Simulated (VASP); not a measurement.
```xyz
8
Lattice="5.4341 0.0000 0.0000 0.0000 0.0000 -5.4341 0.0000 5.4341 0.0000" Properties=species:S:1:pos:R:3 pbc="T T T"
Ga    2.7171    0.0000   -2.7171
Ga    0.0000    2.7171   -2.7171
Ga    0.0000    0.0000    0.0000
Ga    2.7171    2.7171    0.0000
P     1.3585    1.3585   -4.0756
P     4.0756    4.0756   -4.0756
P     4.0756    1.3585   -1.3585
P     1.3585    4.0756   -1.3585
```

Space group F-43m; a generated structure, not necessarily the stable one; computed pressure about 3 GPa in this cell.

Level of theory: VASP, Kohn-Sham DFT of a periodic cell, PBE, VASP PAW PBE potentials, recommended.

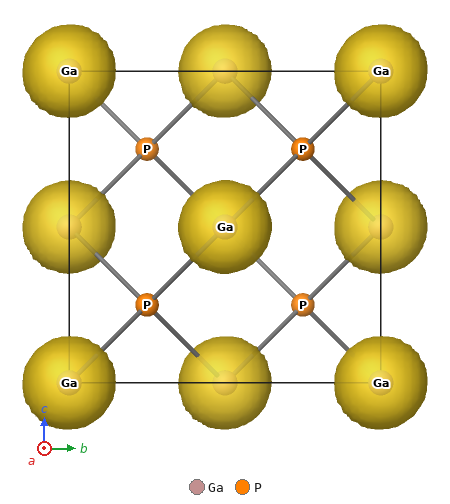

GaP. Isosurface of the valence electron density at 1 e/Å³ (yellow), seen along the a axis. Sticks mark near contacts.

Q: How is the density connected at this value?

A: At this value the density breaks into separate islands; it holds about 55 % of the electrons treated as valence. It bridges none of the near contacts. It is pinched off along the sampled Ga–P (2.35 Å) contacts. On the grid the lowest density along these lines, outside the cores, is 0.53 e/Å³ (Ga–P, 2.35 Å).
